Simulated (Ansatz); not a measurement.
# AlGa3As4: what the fields show

The calculation's input:

```
crystal:
  lattice:
    - [1.9348519478, 1.1170872929, 12.6384]
    - [-1.9348519478, 1.1170872929, 12.6384]
    - [0.0, -2.2341745858, 12.6384]
  atoms:
    - { symbol: Al, position: [1.0, 0.0, 0.0] }
    - { symbol: Ga, position: [0.25, 0.25, 0.25] }
    - { symbol: Ga, position: [0.5, 0.5, 0.5] }
    - { symbol: Ga, position: [0.75, 0.75, 0.75] }
    - { symbol: As, position: [0.3125, 0.3125, 0.3125] }
    - { symbol: As, position: [0.5625, 0.5625, 0.5625] }
    - { symbol: As, position: [0.8125, 0.8125, 0.8125] }
    - { symbol: As, position: [0.0625, 0.0625, 0.0625] }
kpoints:
  mp_grid: { grid: [8, 8, 8] }
hamiltonian:
  xc: pbe
scf:
  occupations: { method: fermi_dirac, width: 0.02 }
relax:
  f_tol: 0.005
  cell: {}
output:
  write_density: true
  write_potential: true
  elf: true
  volumetric_format: npy
```

Launched as:

```sh
ansatz run input.yaml --threads 2 --pin off --max-ram 29491MiB --backend cpu --events-out ev --progress --plain --runs-dir out
```

Below, planes, directions and counts refer to the conventional cell (a = 4.06 Å, b = 4.06 Å, c = 39.76 Å, α = 90.00°, β = 90.00°, γ = 120.00°).

The fields are those of the relaxed geometry.

Space group R3m; started from the ordered alloy on zincblende lattice prototype, which need not be the ambient phase.

Theory: Ansatz 0.2.0, DFT, PBE, plane waves, PAW.

In a PAW calculation such maps are meaningful between the atoms, not at the nuclei.

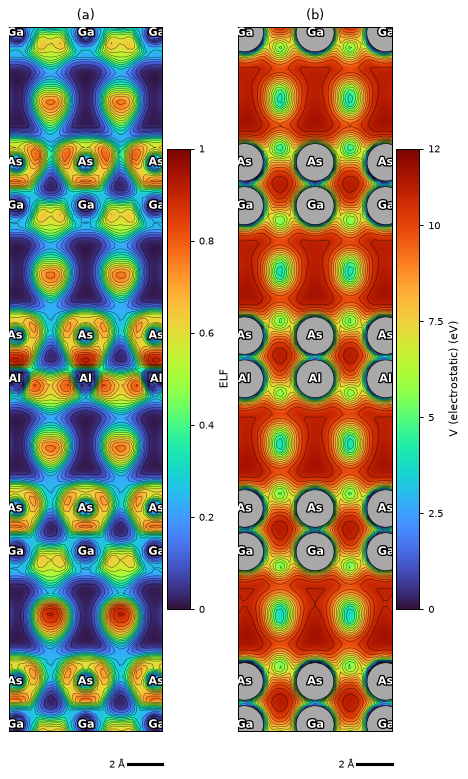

Figure 1. (a) electron localisation function; (b) electrostatic potential (local pseudopotential plus Hartree) felt by an electron on the (010) plane of the conventional cell. Grey discs cover the atomic cores in the potential map.

Read the bonding off the picture.

- The plane passes through Al, Ga and As nuclei.
- Al–As (2.48 Å): the ELF peaks at about 0.90 in the valence shell of As, 1.6 Å from its nucleus, and is about 0.90 at the midpoint.
- Ga–As (2.49 Å): the ELF peaks at about 0.80 between the atoms, as expected for a shared electron pair.
- Outside the cores the potential energy rises away from the atoms and is highest about 2.4 Å from the nearest atoms; its zero is arbitrary.

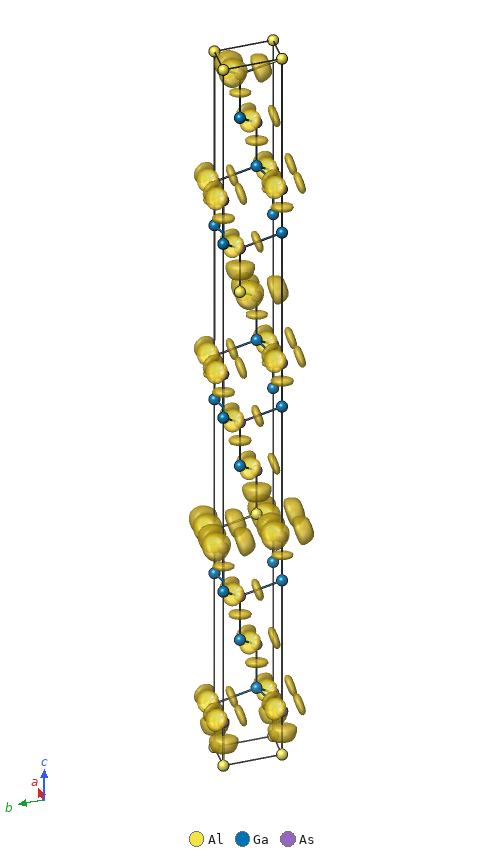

Figure 2. Isosurface of the electron localisation function at 0.7 (yellow), seen at an oblique angle. Only the valence region is drawn (cores and ρ < 0.01 e/Å³ removed). Sticks mark near contacts.

What do the ELF domains correspond to?

The surface consists of twelve regions between bonded Al–As atoms (shared pairs) and 36 regions between bonded As–Ga atoms (shared pairs), counted in one cell of 24 atoms. Regions shared between cells count once.

Does the calculation make it a metal, or give it a gap?

It is gapped, with a Kohn–Sham gap of 0.43 eV on the k-point mesh, an upper bound to the gap of this method.
